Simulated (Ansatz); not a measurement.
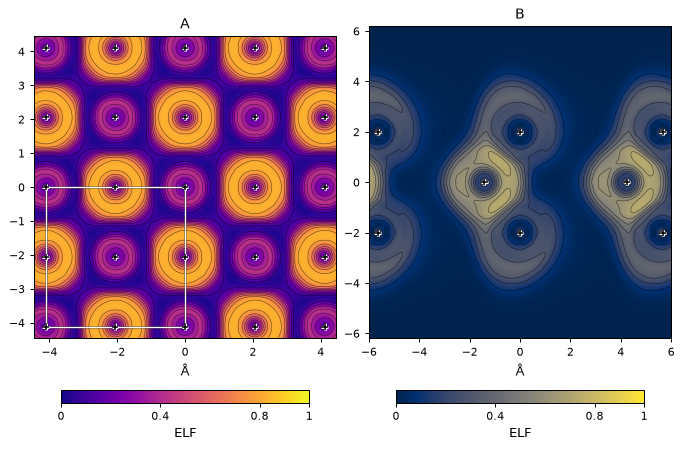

The ELF of 2 systems, each on a plane through atoms (crosses mark nuclei in the plane).

The calculation used Ansatz, DFT PBEsol, scalar-relativistic, plane waves, PAW.

System 1: GaAs (slab), the (100) plane of the calculation cell, a cut from vacuum to vacuum. Not relaxed (largest force 1.3 eV/Å).

```
CELL_PARAMETERS angstrom
4.00100 0.00000 0.00000
0.00000 5.65828 0.00000
0.00000 0.00000 19.00100
ATOMIC_POSITIONS crystal
Ga 0.50000 0.50000 0.39472
As 0.00000 0.75000 0.39472
Ga 0.00000 0.00000 0.50000
As 0.50000 0.25000 0.50000
Ga 0.50000 0.50000 0.60528
As 0.00000 0.75000 0.60528
```

System 2: MgO, the (001) plane of the conventional cell. Space group Fm-3m; computed pressure about 13 GPa in this cell.

```
CELL_PARAMETERS angstrom
4.11328 0.00000 0.00000
0.00000 4.11328 0.00000
0.00000 0.00000 4.11328
ATOMIC_POSITIONS crystal
Mg 0.00000 0.00000 0.00000
Mg 0.50000 0.50000 0.00000
Mg 0.50000 0.00000 0.50000
Mg 0.00000 0.50000 0.50000
O 0.50000 0.00000 0.00000
O 0.00000 0.50000 0.00000
O 0.00000 0.00000 0.50000
O 0.50000 0.50000 0.50000
```

Which map belongs to which system?

Answer. Panel A is system 2, MgO: the plane holds Mg and O. Mg–O (2.06 Å): the ELF peaks at about 0.85 in the valence shell of O, 0.6 Å from its nucleus, and is about 0.30 at the midpoint: a largely ionic contact. Panel B is system 1, GaAs: the plane holds Ga and As. Ga–As (2.45 Å): the ELF peaks at about 0.75 between the atoms.
